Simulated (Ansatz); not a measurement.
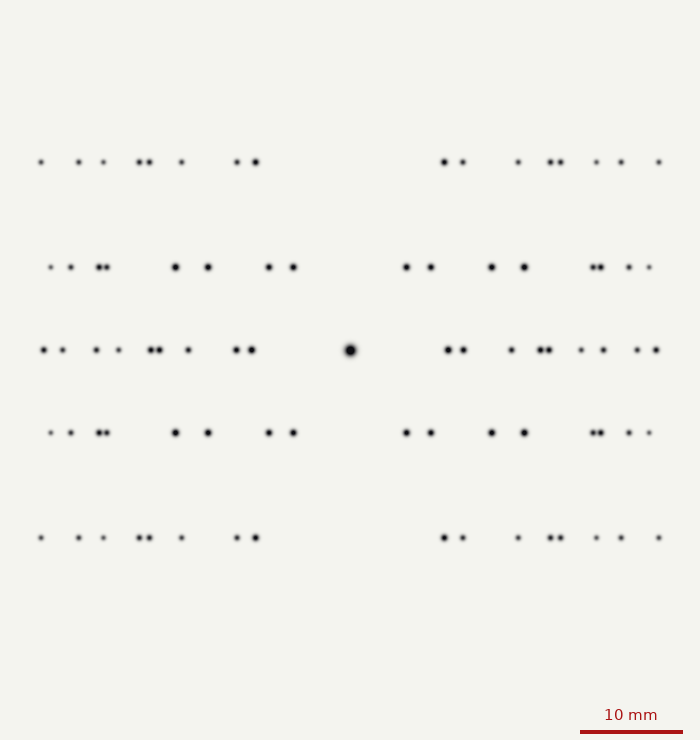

Simulated X-ray rotation photograph: Mo Kα radiation (λ = 0.7107 Å), cylindrical film of radius 30.0 mm unrolled, rotation axis vertical and normal to the beam, kinematic intensities without Lorentz or polarisation factors, the film spanning ±63° about the beam; spots down to d = 0.68 Å.

### What lattice repeat along the rotation axis do the layer lines give?

The first layer line lies 8.2 mm from the equator, so tan ν = 0.272, sin ν = 0.262 and the period is λ/sin ν = 2.71 Å. Further lines follow at 18.5 mm.

The crystal is Rh, space group Fm-3m (No. 225), a = 3.830 Å. Structure: coordinates from a relaxation with DFT PBE, scalar-relativistic, plane waves, PAW in Ansatz 0.2.0; the starting structure was generated, so it need not be a known form of this composition.

### About which axis was it rotated?

About [110] (or an equivalent direction), whose length in the conventional cell is 5.416 Å; the F centring shortens the period to 1/2 of it.
